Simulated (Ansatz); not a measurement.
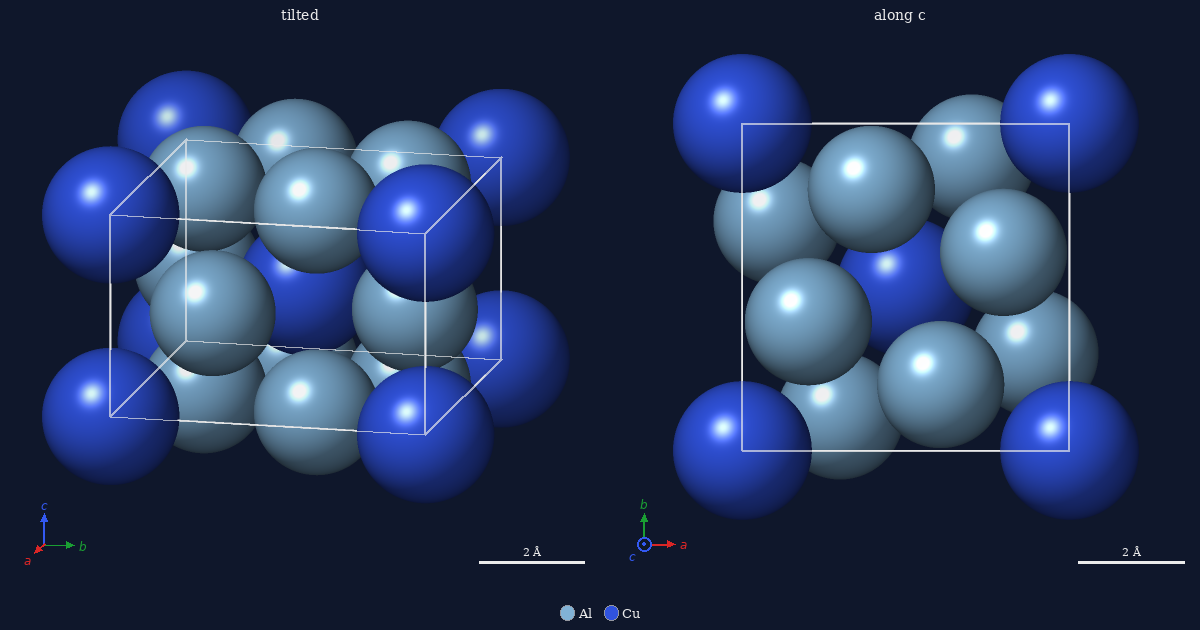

The crystal in a space-filling representation, seen slightly off an axis and along the c axis. The frame is the conventional unit cell; atoms at its boundary are shown with their periodic copies.

Al4Cu, space group I4/m (No. 87), a = 6.222 Å, b = 6.222 Å, c = 3.988 Å, α = 90.00°, β = 90.00°, γ = 90.00°. The model was built from a structure type filled with these elements by a generator (whether the compound takes this form wasn't checked). Earlier steps of the study may have refined or changed the cell and positions. Ansatz was used for an electronic-structure calculation on it.

This one geometry was computed with Ansatz (DFT, plane waves, PAW) at three levels of theory: r2SCAN, PBE and LDA.

Question: Which level gives the highest pressure at this volume, and what does that say about its equilibrium volume?

Answer: Highest: PBE (0.0 GPa), which points to the largest equilibrium volume. Lowest, with the smallest volume: LDA (-4.9 GPa). Levels within 0.5 GPa of each other can't be told apart.

Question: How does the band gap change with the level of theory?

Answer: All levels give a metal.

Question: Collect the results in a table.

Answer:
| level | cutoff (eV) | k-mesh of the run's cell | gap (eV) | pressure (GPa) |
| --- | --- | --- | --- | --- |
| r2SCAN | 500 | 12×12×12 | metal | -3.0 |
| PBE | 420 | 12×12×12 | metal | 0.0 |
| LDA | 420 | 12×12×12 | metal | -4.9 |

Gaps are taken on the k-mesh or band path of each run.
